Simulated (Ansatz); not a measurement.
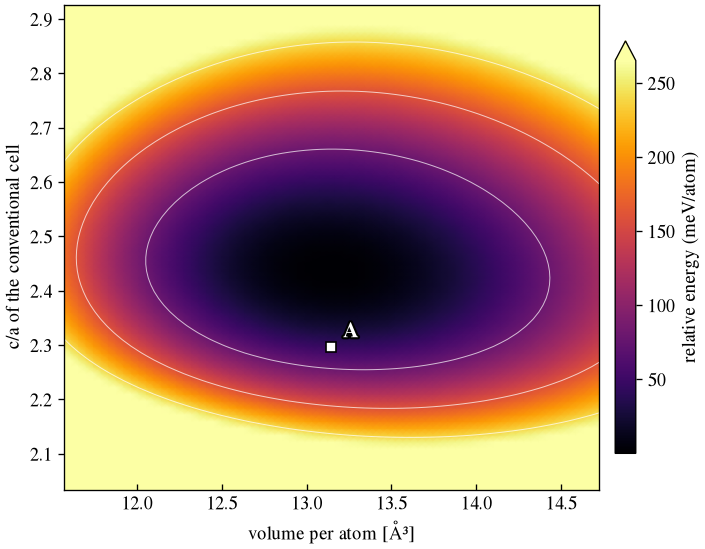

Si2W (I4/mmm, No. 139; 3 atoms in the cell). The energy is mapped over volume and the cell's shape. Coordinates scanned: (1) volume per atom; (2) c/a of the conventional cell. Nothing is relaxed (fractional coordinates fixed). Grid: 7 × 7 points. Points are written as (first, second). Energies are in meV/atom, from the lowest grid point. Computed with DFT LDA, scalar-relativistic, plane waves, PAW (Ansatz). Settings: cutoff 420 eV, k-mesh 20×20×20, gaussian smearing 0.15 eV, no spin polarisation.

In the figure: a smooth colour map with a few white contour lines, one colour for all values above the top of the scale, the point A. Between grid points the surface is interpolated.

Q: Is A at rest? If not, where is it pushed?

A: A, at (13.15 Å³, 2.296), is not a stationary point. The computed force is 15 meV/atom for each Å³ towards larger values of volume per atom and 700 meV/atom for each unit towards larger values of c/a of the conventional cell.

PAW datasets: the set soft_1.
